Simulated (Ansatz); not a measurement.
Given this structure:

```xyz
3
Lattice="4.5674 0.0000 0.0000 -2.2837 3.9555 0.0000 0.0000 0.0000 2.8262" Properties=species:S:1:pos:R:3 pbc="T T T"
Ti    0.0000    0.0000    0.0000
Ti    0.0000    2.6370    1.4131
Ti    2.2837    1.3185    1.4131
```

Question: Say what kind of structure these coordinates give.

Answer: The element is titanium. Its lattice is primitive hexagonal, its space group P6/mmm (No. 191). Its structure type: ω phase (AlB₂-like). The cell holds three atoms. The coordination, counted out to bonding distance, is Ti 2 to 5 (mean 4.0). Not all metal-metal contacts are counted.

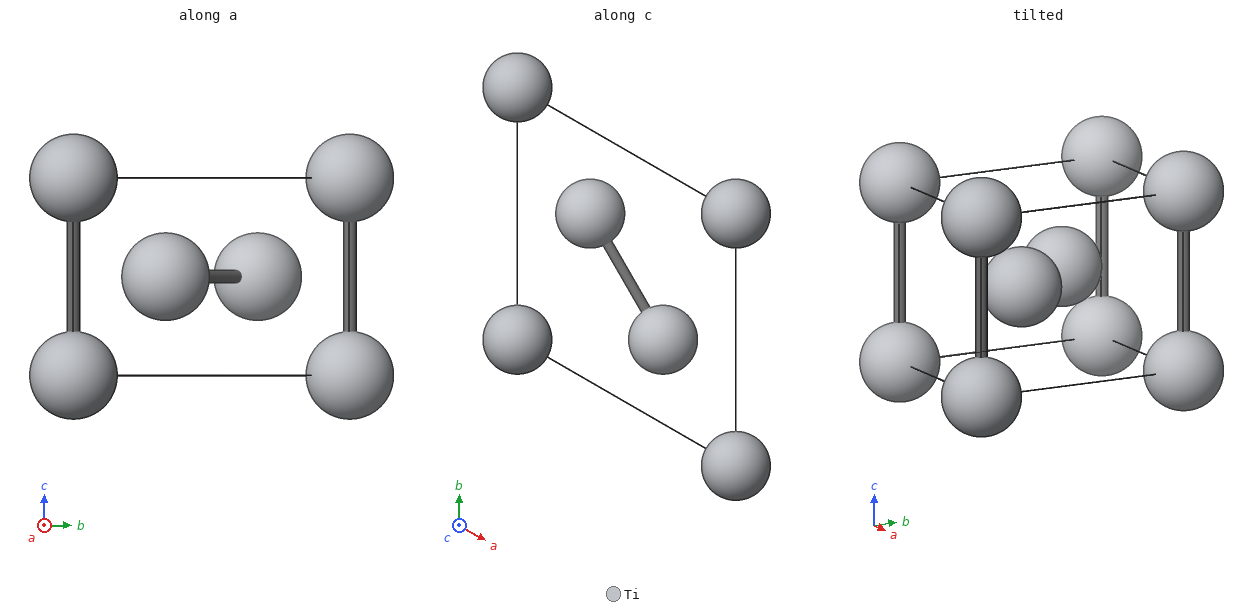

The figure gives a ball-and-stick picture of the atoms, viewed along the a axis, along the c axis and slightly off an axis. The outline marks the conventional unit cell.

Its origin is a structure listed in the Materials Project. Earlier steps of the study may have refined or changed the cell and positions. An electronic-structure calculation with Ansatz was run on it.
